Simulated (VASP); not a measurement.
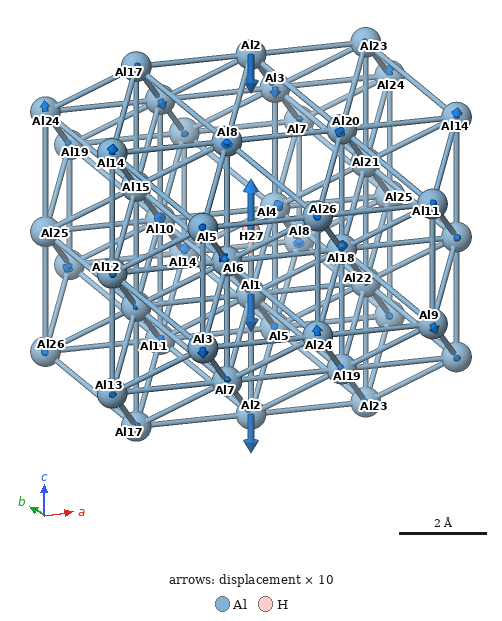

A relaxation of a defect cell of composition Al26H. The starting structure is drawn; blue arrows show the displacements, 10 times their true length.

The picture is a ball-and-stick view of the atoms within 5.8 Å of the atom that moves most (axes of the conventional cell (2 times the calculation's cell)), seen slightly off an axis. Lengths and directions refer to the drawn axes.

The run lets the atoms move in a fixed cell.

Computed with Kohn-Sham DFT of a periodic cell, PBE, VASP PAW PBE potentials, recommended in VASP.

The input:
```
SYSTEM = Al26H
ALGO = Normal ; EDIFF = 1E-6
EDIFFG = -0.025 ; ENCUT = 450
GGA = PE ; IBRION = 2
ICORELEVEL = 1 ; ISIF = 2
ISMEAR = 1 ; ISYM = 0
LASPH = .True. ; LCHARG = .False.
LREAL = Auto ; LUSENCCL = .False.
LWAVE = .False. ; NELM = 80
NSW = 70 ; PREC = Normal
SIGMA = 0.1
```

Launched with:
```bash
cat potpaw_PBE.64/Al/POTCAR potpaw_PBE.64/H/POTCAR > POTCAR
mpirun -np 1 vasp_std > vasp.out
```

What happened in the run?

Answer. The largest move is that of the H atom, 0.12 Å along +c. By element the largest moves are H 0.12 Å, Al 0.09 Å. The cell stays as it was. Some distances before and after: Al–H 1.520 → 1.736 Å, Al–Al 2.856 → 2.799 Å, Al–Al 2.856 → 2.901 Å, Al–Al 2.856 → 2.822 Å. Over 8 geometry steps the energy falls by 0.226 eV per cell of the calculation. The largest force component goes from 1.6 to 0.013 eV/Å.
